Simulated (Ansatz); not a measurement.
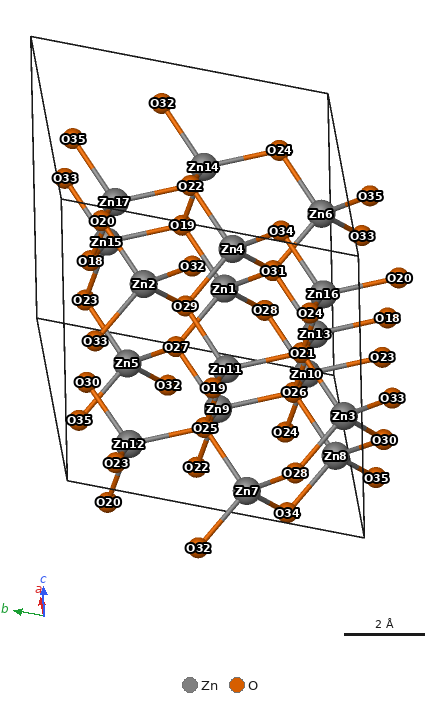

Figure 1. The input geometry (ball-and-stick view of the cell of the calculation, seen at an oblique angle; bonded neighbours outside the cell are drawn too; atoms are numbered from 1 in the order of the input). An atom can appear more than once, as a periodic image.

## Geometry relaxation of Zn₁₇O₁₈ (part 1 of 3)

The run: geometry relaxation of Zn₁₇O₁₈ (defect cell, 35 atoms in the cell). Method and program: DFT PBEsol, scalar-relativistic, plane waves, PAW, spin-polarised (Ansatz 0.2.0).

The structure derives from a Materials Project entry. It belongs to a series of runs on one base structure; here: V_Zn, charge +0, atoms relaxed at the host's cell. Figures and captions count atoms from 1; the log counts them from 0 in places.

The input
```yaml
crystal:
  lattice:
    - [-4.845775115, 2.7977095671, 5.2139362521]
    - [0.0, -5.5954191341, 5.2139362521]
    - [4.845775115, 2.797709567, 5.2139362521]
  atoms:
    - { symbol: Zn, position: [0.7224350812, 0.3891017478, 0.3891017478] }
    - { symbol: Zn, position: [0.0557684145, 0.7224350812, 0.7224350812] }
    - { symbol: Zn, position: [0.0557684145, 0.0557684145, 0.3891017478] }
    - { symbol: Zn, position: [0.3891017478, 0.3891017478, 0.7224350812] }
    - { symbol: Zn, position: [0.7224350812, 0.7224350812, 0.0557684145] }
    - { symbol: Zn, position: [0.7224350812, 0.0557684145, 0.7224350812] }
    - { symbol: Zn, position: [0.0557684145, 0.3891017478, 0.0557684145] }
    - { symbol: Zn, position: [0.3891017478, 0.0557684145, 0.0557684145] }
    - { symbol: Zn, position: [0.4446573034, 0.4446573034, 0.11132397] }
    - { symbol: Zn, position: [0.7779906367, 0.11132397, 0.11132397] }
    - { symbol: Zn, position: [0.11132397, 0.4446573034, 0.4446573034] }
    - { symbol: Zn, position: [0.11132397, 0.7779906367, 0.11132397] }
    - { symbol: Zn, position: [0.4446573034, 0.11132397, 0.4446573034] }
    - { symbol: Zn, position: [0.7779906367, 0.4446573034, 0.7779906367] }
    - { symbol: Zn, position: [0.7779906367, 0.7779906367, 0.4446573034] }
    - { symbol: Zn, position: [0.11132397, 0.11132397, 0.7779906367] }
    - { symbol: Zn, position: [0.4446573034, 0.7779906367, 0.7779906367] }
    - { symbol: O, position: [0.5199866861, 0.8587647524, 0.5096776391], spin: 0.5 }
    - { symbol: O, position: [0.8487793633, 0.51544603, 0.51544603] }
    - { symbol: O, position: [0.1821126966, 0.8487793633, 0.8487793633] }
    - { symbol: O, position: [0.1821126966, 0.1821126966, 0.51544603] }
    - { symbol: O, position: [0.51544603, 0.51544603, 0.8487793633] }
    - { symbol: O, position: [0.8487793633, 0.8487793633, 0.1821126966] }
    - { symbol: O, position: [0.8487793633, 0.1821126966, 0.8487793633] }
    - { symbol: O, position: [0.1821126966, 0.51544603, 0.1821126966] }
    - { symbol: O, position: [0.51544603, 0.1821126966, 0.1821126966] }
    - { symbol: O, position: [0.564636797, 0.5711867422, 0.2372452118], spin: 0.5 }
    - { symbol: O, position: [0.9043349188, 0.2376682522, 0.2376682522] }
    - { symbol: O, position: [0.2358937467, 0.5666021196, 0.5723180153], spin: 0.5 }
    - { symbol: O, position: [0.233007493, 0.906459052, 0.2338030185], spin: 0.5 }
    - { symbol: O, position: [0.5710015855, 0.2376682522, 0.5710015855] }
    - { symbol: O, position: [0.9043349188, 0.5710015855, 0.9043349188] }
    - { symbol: O, position: [0.9043349188, 0.9043349188, 0.5710015855] }
    - { symbol: O, position: [0.2376682522, 0.2376682522, 0.9043349188] }
    - { symbol: O, position: [0.5710015855, 0.9043349188, 0.9043349188] }
  host:
    lattice:
      - [3.2305167433, 0.0, 0.0]
      - [-1.6152583716, 2.7977095671, 0.0]
      - [0.0, 0.0, 5.2139362521]
    atoms:
      - { symbol: Zn, position: [0.6666666667, 0.3333333333, 0.5006385768] }
      - { symbol: Zn, position: [0.3333333333, 0.6666666667, 0.0006385768] }
      - { symbol: O, position: [0.6666666667, 0.3333333333, 0.8796714232] }
      - { symbol: O, position: [0.3333333333, 0.6666666667, 0.3796714232] }
basis:
  ecutwfc: 420
  xc_grid: 2
kpoints:
  mp_grid: { grid: [2, 2, 2], shift: [0.5, 0.5, 0.5] }
hamiltonian:
  xc: pbesol
scf:
  occupations: { method: gaussian, width: 0.02 }
  lower_state_search: "off"
output:
  forces: true
  stress: false
  eigenvalues: true
  populations: true
  charged_corrections:
    defect_position: [0.38910175, 0.72243508, 0.38910175]
    epsilon: [[10.1303, 0.0, 0.0], [0.0, 10.1303, 0.0], [0.0, 0.0, 10.993]]
  write_density: true
  write_potential: true
  elf: true
  volumetric_format: npy
magnetization:
  spin_polarized: true
relax:
  adjacent_minimum: "off"
  f_tol: 0.03
  max_steps: 40
```

Hardware: 8 threads of AMD EPYC (Zen 3), 24 GiB of memory available, shared host.

Run as:
```bash
ansatz run input.yaml --threads 8 --pin off --max-ram 16384MiB --backend cpu --events-out ev --progress --plain --runs-dir out
```

Output
```
Engine: ansatz 0.2.0, x86_64-unknown-linux-gnu
Pseudopotentials: kind: paw
Pseudopotential: Zn, paw, valence charge 12, recommended cutoff 420 eV (normal), Zn.paw.azcp
Pseudopotential: O, paw, valence charge 6, recommended cutoff 420 eV (normal), O.paw.azcp
Functional definition: PBEsol
  exchange = pbesol_x
  correlation = pbesol_c
Crystal: 35 atoms, lattice volume = 424.114 Å³
Basis set: ecut = 420 eV, 8291 PW (Γ), exchange–correlation on 108×108×108 points (8 copies of the dense FFT grid, shifted against one another)
Bands: 192, of which v1, the nominal top of the filled ones, is band 156 counted from 1 (155 counted from 0)
Symmetry: 1 space group operations
Space group: P1 (ITA 1), of the structure as read, at distance tolerance 7.5e-5 Å
Magnetic group: BNS 1.1 (UNI 1), of the structure as read, at distance tolerance 7.5e-5 Å
k-points: 4 of 8 (time reversal used)
Non-local potential: Zn, projectors of the file, l = 0: 2, l = 1: 2, l = 2: 3, l = 3: 1
Non-local potential: O, projectors of the file, l = 0: 2, l = 1: 2, l = 2: 1
PAW form: soft (Blöchl's): semilocal exchange-correlation on the pseudo side does not see the compensation charge
PAW frozen core: Zn, regenerated for the run's functional, and the local potential with it (the file was generated under x = pbe(κ = 0.804, μ = 0.2195149727645171), c = pbe(β = 0.06672455060314922))
PAW frozen core: O, regenerated for the run's functional, and the local potential with it (the file was generated under x = pbe(κ = 0.804, μ = 0.2195149727645171), c = pbe(β = 0.06672455060314922))
PAW one-centre angular grid: Zn, 590 points (default); XC on 64 Gauss nodes
PAW one-centre angular grid: O, 110 points (default); XC on 64 Gauss nodes
Initial density: superposition of atomic densities (chi_scale 0.1, normalization cell, long waves kept (reshape's long-wave potential 0.34 eV rms))
Starting moments: Σ|m| = 2 μB on 4 of 35 sites
Initial wavefunctions: pseudopotential atomic-orbital guess
Functional: x = pbesol(κ = 0.804, μ = 0.12345679012345678), c = pbesol(β = 0.046)
SCF iter   1: F=—  HF=-65880.048275 eV  |F-HF|=—  |Δ(HF+E_count)|=         —  Δρ=5.28e-2 (↑5.26e-2 ↓5.28e-2)  dr2=2.74e1  dr2_m=2.95e-1  M=2.000 μB ∫|m|=2.206 μB  β_m=0.30  ethr=3.10e-3  ⟨swp⟩=6.0  Hψ=5611  notcnv=0
preconditioner: auto → Resta (q_TF=auto, 2.592 Å⁻¹)  ε∞=6.3  [insulator: Δε(μ)=0.169 eV  Ē_g=13.812 eV  σ=0.020 eV  W_gap=1.00  n_scr=124 (ndim 8)  ℏωp=31.8 eV  f_vac=0.016  D(μ)=0.00/eV (n_scr^D=0)  ε∞_Penn≈6.3]
spin=Collinear: Resta preconditioning applied to the charge; magnetization (m = ρ↑ − ρ↓) channel mixes plain (no charge-response kernel on spin).
SCF iter   2: F=—  HF=-65873.625134 eV  |F-HF|=—  |Δ(HF+E_count)|=    6.42e0  Δρ=2.67e-2 (↑2.67e-2 ↓2.55e-2)  dr2=6.81e0  dr2_m=1.24e-1  M=2.000 μB ∫|m|=2.203 μB  β_m=0.30  ethr=3.10e-3  ⟨swp⟩=2.4  Hψ=2927  notcnv=0  defer=236
SCF iter   3: F=—  HF=-65871.842141 eV  |F-HF|=—  |Δ(HF+E_count)|=    1.78e0  Δρ=1.03e-2 (↑1.00e-2 ↓1.03e-2)  dr2=1.20e0  dr2_m=8.51e-2  M=2.000 μB ∫|m|=2.219 μB  β_m=0.30  ethr=2.18e-3  ⟨swp⟩=3.0  Hψ=2888  notcnv=0  defer=236
SCF iter   4: F=—  HF=-65871.388056 eV  |F-HF|=—  |Δ(HF+E_count)|=   4.54e-1  Δρ=5.74e-3 (↑5.74e-3 ↓5.21e-3)  dr2=3.62e-1  dr2_m=4.54e-2  M=2.000 μB ∫|m|=2.229 μB  β_m=0.30  ethr=3.84e-4  ⟨swp⟩=2.5  Hψ=2660  notcnv=0  defer=236
SCF iter   5: F=—  HF=-65871.400923 eV  |F-HF|=—  |Δ(HF+E_count)|=   1.29e-2  Δρ=4.08e-3 (↑3.79e-3 ↓4.08e-3)  dr2=8.81e-2  dr2_m=2.90e-2  M=2.000 μB ∫|m|=2.237 μB  β_m=0.30  ethr=1.16e-4  ⟨swp⟩=2.8  Hψ=2220  notcnv=0  defer=236
SCF iter   6: F=—  HF=-65871.493667 eV  |F-HF|=—  |Δ(HF+E_count)|=   9.27e-2  Δρ=4.47e-3 (↑2.11e-3 ↓4.47e-3)  dr2=6.02e-2  dr2_m=2.51e-2  M=1.999 μB ∫|m|=2.243 μB  β_m=0.30  ethr=2.82e-5  ⟨swp⟩=2.0  Hψ=2808  notcnv=0  defer=236
SCF iter   7: F=—  HF=-65871.498270 eV  |F-HF|=—  |Δ(HF+E_count)|=   4.60e-3  Δρ=2.14e-3 (↑1.67e-3 ↓2.14e-3)  dr2=9.53e-3  dr2_m=1.07e-2  M=2.000 μB ∫|m|=2.248 μB  β_m=1.00  ethr=1.93e-5  ⟨swp⟩=2.0  Hψ=2041  notcnv=0  defer=236
SCF iter   8: F=—  HF=-65871.495035 eV  |F-HF|=—  |Δ(HF+E_count)|=   3.23e-3  Δρ=6.72e-4 (↑6.53e-4 ↓6.72e-4)  dr2=2.44e-3  dr2_m=3.26e-4  M=2.000 μB ∫|m|=2.260 μB  β_m=0.30  ethr=3.05e-6  ⟨swp⟩=2.0  Hψ=2523  notcnv=0  defer=236
SCF iter   9: F=—  HF=-65871.497893 eV  |F-HF|=—  |Δ(HF+E_count)|=   2.86e-3  Δρ=4.40e-4 (↑4.26e-4 ↓4.40e-4)  dr2=5.40e-4  dr2_m=3.28e-4  M=2.000 μB ∫|m|=2.262 μB  β_m=0.30  ethr=7.82e-7  ⟨swp⟩=2.2  Hψ=2240  notcnv=0  defer=236
Mixer restart at iter 9: flushing history
spin-set hold released at iteration 9 (site moments contracting): the magnetisation degrees of freedom join the quasi-Newton model from the next iteration; the mixer history was flushed
SCF iter  10: F=—  HF=-65871.499414 eV  |F-HF|=—  |Δ(HF+E_count)|=   1.52e-3  Δρ=3.76e-4 (↑3.76e-4 ↓3.66e-4)  dr2=4.43e-4  dr2_m=2.33e-4  M=2.000 μB ∫|m|=2.264 μB  β_m=0.65  ethr=1.73e-7  ⟨swp⟩=2.5  Hψ=2540  notcnv=0  defer=236
SCF iter  11: F=—  HF=-65871.501536 eV  |F-HF|=—  |Δ(HF+E_count)|=   2.12e-3  Δρ=4.69e-4 (↑1.07e-4 ↓4.69e-4)  dr2=1.49e-3  dr2_m=1.65e-4  M=1.999 μB ∫|m|=2.270 μB  β_m=0.52  ethr=1.42e-7  ⟨swp⟩=2.0  Hψ=2444  notcnv=0  defer=236
SCF iter  12: F=—  HF=-65871.501373 eV  |F-HF|=—  |Δ(HF+E_count)|=   1.64e-4  Δρ=1.50e-4 (↑8.52e-5 ↓1.50e-4)  dr2=1.92e-4  dr2_m=2.29e-5  M=2.000 μB ∫|m|=2.271 μB  β_m=0.56  ethr=1.42e-7  ⟨swp⟩=2.0  Hψ=2439  notcnv=0  defer=236
SCF iter  13: F=—  HF=-65871.501375 eV  |F-HF|=—  |Δ(HF+E_count)|=   2.38e-6  Δρ=8.02e-5 (↑6.28e-5 ↓8.02e-5)  dr2=7.07e-5  dr2_m=5.66e-6  M=2.000 μB ∫|m|=2.271 μB  β_m=0.53  ethr=6.15e-8  ⟨swp⟩=2.0  Hψ=2436  notcnv=0  defer=236
iter 14 did not close the SCF: its close was put off for a magnetic moment that had not settled (scf_convergence_deferred on its scf_iter line)
SCF iter  14: F=-65871.501371 eV  HF=-65871.501376 eV  |F-HF|=5.10e-6  |Δ(HF+E_count)|=   1.51e-6  Δρ=4.67e-5 (↑2.00e-5 ↓4.67e-5)  dr2=1.38e-5  dr2_m=2.80e-6  M=2.000 μB ∫|m|=2.271 μB  β_m=0.58  ethr=7.21e-9  ⟨swp⟩=14.6  Hψ=14349  notcnv=0
iter 15 did not close the SCF: its close was put off for a magnetic moment that had not settled (scf_convergence_deferred on its scf_iter line)
SCF iter  15: F=-65871.501377 eV  HF=-65871.501379 eV  |F-HF|=1.89e-6  |Δ(HF+E_count)|=   2.78e-6  Δρ=2.87e-5 (↑1.65e-5 ↓2.87e-5)  dr2=5.55e-6  dr2_m=8.96e-7  M=2.000 μB ∫|m|=2.271 μB  β_m=0.64  ethr=4.42e-9  ⟨swp⟩=7.9  Hψ=11639  notcnv=0
iter 16 did not close the SCF: its close was put off for a magnetic moment that had not settled (scf_convergence_deferred on its scf_iter line)
SCF iter  16: F=-65871.501375 eV  HF=-65871.501381 eV  |F-HF|=6.74e-6  |Δ(HF+E_count)|=   2.12e-6  Δρ=2.90e-5 (↑1.35e-5 ↓2.90e-5)  dr2=7.73e-6  dr2_m=4.34e-7  M=2.000 μB ∫|m|=2.271 μB  β_m=0.47  ethr=1.78e-9  ⟨swp⟩=7.9  Hψ=11689  notcnv=0
SCF iter  17: F=-65871.501381 eV  HF=-65871.501381 eV  |F-HF|=7.48e-8  |Δ(HF+E_count)|=   6.54e-7  Δρ=2.82e-6 (↑2.36e-6 ↓2.82e-6)  dr2=1.23e-7  dr2_m=4.00e-9  M=2.000 μB ∫|m|=2.271 μB  ethr=1.78e-9  ⟨swp⟩=7.5  Hψ=11243  notcnv=0
SCF 1 converged in 17 iterations: F = -65871.501381 eV  dr2 = 1.23e-7
  greatest PAW one-centre occupation: 0.988 electrons in one spin orbital (limit 2), on the Zn atom at site 12 (counted from 0), in its partial waves of l = 2
relax step   1: F+E_penalty+E_count = -65871.50138077 eV  Δ(F+E_penalty+E_count) = +0.000e0 eV  max|allowed force component| = 1.030e0 eV/Å  Δτ_max = 0.0000 Å  (17 SCF iters, dr2 threshold 2.25e-5 eV, accepted)
Initial density: handed on by an earlier stage of this run
Starting moments: Σ|m| = 2 μB on 4 of 35 sites; this step starts from the density that it was given
Initial wavefunctions: those handed on with the density
iter 1 solved again at ethr=6.70e-5 eV; its pass at ethr=3.10e-3 eV (dr2=2.09e-1 eV) is discarded
SCF iter   1: F=—  HF=-65871.779827 eV  |F-HF|=—  |Δ(HF+E_count)|=         —  Δρ=5.48e-3 (↑2.78e-3 ↓5.48e-3)  dr2=2.21e-1  dr2_m=2.73e-2  M=1.899 μB ∫|m|=2.175 μB  β_m=0.30  ethr=6.70e-5  ⟨swp⟩=1.0  Hψ=4090  notcnv=0  defer=236
preconditioner: auto → Resta (q_TF=auto, 2.592 Å⁻¹)  ε∞=7.4  [insulator: Δε(μ)=0.037 eV  Ē_g=12.628 eV  σ=0.020 eV  W_gap=0.81  n_scr=124 (ndim 8)  ℏωp=31.8 eV  f_vac=0.052  D(μ)=13.14/eV (n_scr^D=92)  ε∞_Penn≈7.4]
spin=Collinear: Resta preconditioning applied to the charge; magnetization (m = ρ↑ − ρ↓) channel mixes plain (no charge-response kernel on spin).
SCF iter   2: F=—  HF=-65871.760998 eV  |F-HF|=—  |Δ(HF+E_count)|=   1.88e-2  Δρ=1.94e-3 (↑1.94e-3 ↓1.88e-3)  dr2=1.48e-2  dr2_m=7.51e-3  M=1.993 μB ∫|m|=2.260 μB  β_m=0.31  ethr=6.70e-5  ⟨swp⟩=2.1  Hψ=2486  notcnv=0  defer=236
SCF iter   3: F=—  HF=-65871.760676 eV  |F-HF|=—  |Δ(HF+E_count)|=   3.23e-4  Δρ=1.33e-3 (↑1.30e-3 ↓1.33e-3)  dr2=7.22e-3  dr2_m=4.00e-3  M=1.985 μB ∫|m|=2.252 μB  β_m=0.50  ethr=4.73e-6  ⟨swp⟩=2.0  Hψ=2424  notcnv=0  defer=236
SCF iter   4: F=—  HF=-65871.762934 eV  |F-HF|=—  |Δ(HF+E_count)|=   2.26e-3  Δρ=1.46e-3 (↑4.56e-4 ↓1.46e-3)  dr2=1.55e-2  dr2_m=1.66e-3  M=1.995 μB ∫|m|=2.263 μB  β_m=0.39  ethr=2.31e-6  ⟨swp⟩=2.0  Hψ=2479  notcnv=0  defer=236
SCF iter   5: F=—  HF=-65871.761979 eV  |F-HF|=—  |Δ(HF+E_count)|=   9.55e-4  Δρ=1.99e-4 (↑1.08e-4 ↓1.99e-4)  dr2=2.16e-4  dr2_m=3.84e-5  M=1.989 μB ∫|m|=2.257 μB  β_m=0.48  ethr=2.31e-6  ⟨swp⟩=2.0  Hψ=2436  notcnv=0  defer=236
SCF iter   6: F=—  HF=-65871.762012 eV  |F-HF|=—  |Δ(HF+E_count)|=   3.29e-5  Δρ=1.26e-4 (↑5.96e-5 ↓1.26e-4)  dr2=1.08e-4  dr2_m=1.15e-5  M=1.990 μB ∫|m|=2.258 μB  β_m=0.55  ethr=6.94e-8  ⟨swp⟩=2.0  Hψ=2424  notcnv=0  defer=236
SCF iter   7: F=—  HF=-65871.762018 eV  |F-HF|=—  |Δ(HF+E_count)|=   6.33e-6  Δρ=9.80e-5 (↑3.80e-5 ↓9.80e-5)  dr2=8.14e-5  dr2_m=5.90e-6  M=1.990 μB ∫|m|=2.258 μB  β_m=0.49  ethr=3.47e-8  ⟨swp⟩=2.0  Hψ=2436  notcnv=0  defer=236
SCF iter   8: F=-65871.762015 eV  HF=-65871.762014 eV  |F-HF|=6.77e-7  |Δ(HF+E_count)|=   4.50e-6  Δρ=2.85e-5 (↑1.44e-5 ↓2.85e-5)  dr2=5.72e-6  dr2_m=7.89e-7  M=1.991 μB ∫|m|=2.258 μB  ethr=2.12e-8  ⟨swp⟩=16.8  Hψ=14670  notcnv=0
SCF 2 converged in 8 iterations: F = -65871.762015 eV  dr2 = 5.72e-6
[... from here on the iterations of each SCF are left out, up to the last one ...]
  Residual-converged pass: ⟨swp⟩=1.0  Hψ=1568  notcnv=0  max |occ|·‖R‖ = 7.0e-9 eV (tolerance 1.0e-8 eV)  dr2=5.72e-6  dr2_m=7.89e-7  dr2_onsite=6.37e-7  max |Δocc| = 5.3e-12
relax step   2: F+E_penalty+E_count = -65871.76201454 eV  Δ(F+E_penalty+E_count) = -2.606e-1 eV  max|allowed force component| = 6.455e-1 eV/Å  Δτ_max = 0.0777 Å  (8 SCF iters, dr2 threshold 6.63e-5 eV, accepted)
[... from here on the SCF iterations and repeated set-up lines of each step are left out, up to the last step ...]
SCF 3 converged in 14 iterations: F = -65871.958367 eV  dr2 = 4.54e-7
relax step   3: F+E_penalty+E_count = -65871.95836722 eV  Δ(F+E_penalty+E_count) = -1.964e-1 eV  max|allowed force component| = 7.877e-2 eV/Å  Δτ_max = 0.1397 Å  (14 SCF iters, dr2 threshold 2.60e-5 eV, accepted)
SCF 4 converged in 16 iterations: F = -65871.962355 eV  dr2 = 8.24e-9
relax step   4: F+E_penalty+E_count = -65871.96235523 eV  Δ(F+E_penalty+E_count) = -3.988e-3 eV  max|allowed force component| = 7.624e-2 eV/Å  Δτ_max = 0.0294 Å  (16 SCF iters, accepted)
SCF iter   1: F=—  HF=-65871.964054 eV  |F-HF|=—  |Δ(HF+E_count)|=         —  Δρ=3.42e-4 (↑3.30e-4 ↓3.42e-4)  dr2=9.82e-4  dr2_m=7.55e-5  M=1.074 μB ∫|m|=1.226 μB  β_m=0.30  ethr=1.06e-5  ⟨swp⟩=2.0  Hψ=2994  notcnv=0  defer=238
preconditioner: auto → Resta (q_TF=auto, 2.592 Å⁻¹)  ε∞=7.3  [insulator: Δε(μ)=0.025 eV  Ē_g=12.696 eV  σ=0.020 eV  W_gap=0.54  n_scr=124 (ndim 8)  ℏωp=31.8 eV  f_vac=0.058  D(μ)=25.19/eV (n_scr^D=226)  ε∞_Penn≈7.3]
spin=Collinear: Resta preconditioning applied to the charge; magnetization (m = ρ↑ − ρ↓) channel mixes plain (no charge-response kernel on spin).
SCF iter   2: F=—  HF=-65871.963917 eV  |F-HF|=—  |Δ(HF+E_count)|=   1.37e-4  Δρ=2.27e-4 (↑2.27e-4 ↓1.78e-4)  dr2=2.48e-4  dr2_m=2.68e-5  M=1.074 μB ∫|m|=1.227 μB  β_m=0.37  ethr=3.15e-7  ⟨swp⟩=1.1  Hψ=1769  notcnv=0  defer=238
SCF iter   3: F=—  HF=-65871.963863 eV  |F-HF|=—  |Δ(HF+E_count)|=   5.36e-5  Δρ=1.39e-4 (↑1.39e-4 ↓1.28e-4)  dr2=1.18e-4  dr2_m=1.68e-5  M=1.078 μB ∫|m|=1.230 μB  β_m=0.56  ethr=7.94e-8  ⟨swp⟩=2.2  Hψ=2415  notcnv=0  defer=238
SCF iter   4: F=—  HF=-65871.963859 eV  |F-HF|=—  |Δ(HF+E_count)|=   3.73e-6  Δρ=1.31e-4 (↑5.85e-5 ↓1.31e-4)  dr2=1.34e-4  dr2_m=1.32e-5  M=1.068 μB ∫|m|=1.221 μB  β_m=0.42  ethr=3.78e-8  ⟨swp⟩=2.0  Hψ=2414  notcnv=0  defer=238
SCF iter   5: F=—  HF=-65871.963844 eV  |F-HF|=—  |Δ(HF+E_count)|=   1.52e-5  Δρ=1.64e-5 (↑1.29e-5 ↓1.64e-5)  dr2=2.04e-6  dr2_m=3.41e-7  M=1.076 μB ∫|m|=1.228 μB  β_m=0.66  ethr=3.78e-8  ⟨swp⟩=2.0  Hψ=2411  notcnv=0  defer=238
SCF iter   6: F=—  HF=-65871.963226 eV  |F-HF|=—  |Δ(HF+E_count)|=   6.18e-4  Δρ=1.69e-5 (↑9.33e-6 ↓1.69e-5)  dr2=2.77e-6  dr2_m=1.70e-7  M=1.075 μB ∫|m|=1.227 μB  β_m=0.57  ethr=6.55e-10  ⟨swp⟩=2.0  Hψ=2517  notcnv=0  defer=238
SCF iter   7: F=—  HF=-65871.963226 eV  |F-HF|=—  |Δ(HF+E_count)|=   2.30e-7  Δρ=9.39e-6 (↑4.30e-6 ↓9.39e-6)  dr2=8.95e-7  dr2_m=4.60e-8  M=1.075 μB ∫|m|=1.228 μB  β_m=0.48  ethr=6.55e-10  ⟨swp⟩=2.0  Hψ=2435  notcnv=0  defer=238
iter 8 did not close the SCF: its close was put off for a magnetic moment that had not settled (scf_convergence_deferred on its scf_iter line)
SCF iter   8: F=-65871.963226 eV  HF=-65871.963226 eV  |F-HF|=1.60e-10  |Δ(HF+E_count)|=   6.86e-8  Δρ=2.54e-6 (↑1.80e-6 ↓2.54e-6)  dr2=5.78e-8  dr2_m=9.18e-9  M=1.075 μB ∫|m|=1.227 μB  β_m=0.63  ethr=3.21e-11  ⟨swp⟩=11.5  Hψ=11479  notcnv=0
iter 9 did not close the SCF: its close was put off for a magnetic moment that had not settled (scf_convergence_deferred on its scf_iter line)
SCF iter   9: F=-65871.963226 eV  HF=-65871.963226 eV  |F-HF|=1.24e-8  |Δ(HF+E_count)|=   1.94e-8  Δρ=1.84e-6 (↑9.84e-7 ↓1.84e-6)  dr2=2.26e-8  dr2_m=3.21e-9  M=1.075 μB ∫|m|=1.227 μB  β_m=0.61  ethr=1.85e-11  ⟨swp⟩=5.8  Hψ=9649  notcnv=0
iter 10 did not close the SCF: its close was put off for a magnetic moment that had not settled (scf_convergence_deferred on its scf_iter line)
SCF iter  10: F=-65871.963226 eV  HF=-65871.963226 eV  |F-HF|=5.15e-9  |Δ(HF+E_count)|=   2.58e-9  Δρ=8.17e-7 (↑8.17e-7 ↓8.15e-7)  dr2=7.49e-9  dr2_m=9.34e-10  M=1.075 μB ∫|m|=1.227 μB  β_m=0.56  ethr=7.23e-12  ⟨swp⟩=5.8  Hψ=9110  notcnv=0
SCF iter  11: F=-65871.963226 eV  HF=-65871.963226 eV  |F-HF|=3.49e-10  |Δ(HF+E_count)|=  1.46e-10  Δρ=3.60e-7 (↑2.86e-7 ↓3.60e-7)  dr2=9.06e-10  dr2_m=2.17e-10  M=1.075 μB ∫|m|=1.227 μB  ethr=2.40e-12  ⟨swp⟩=4.8  Hψ=8619  notcnv=0
SCF 5 converged in 11 iterations: F = -65871.963226 eV  dr2 = 9.06e-10
relax step   5: F+E_penalty+E_count = -65871.96322576 eV  Δ(F+E_penalty+E_count) = -8.705e-4 eV  max|allowed force component| = 8.450e-3 eV/Å  Δτ_max = 0.0077 Å  (11 SCF iters, accepted)
```
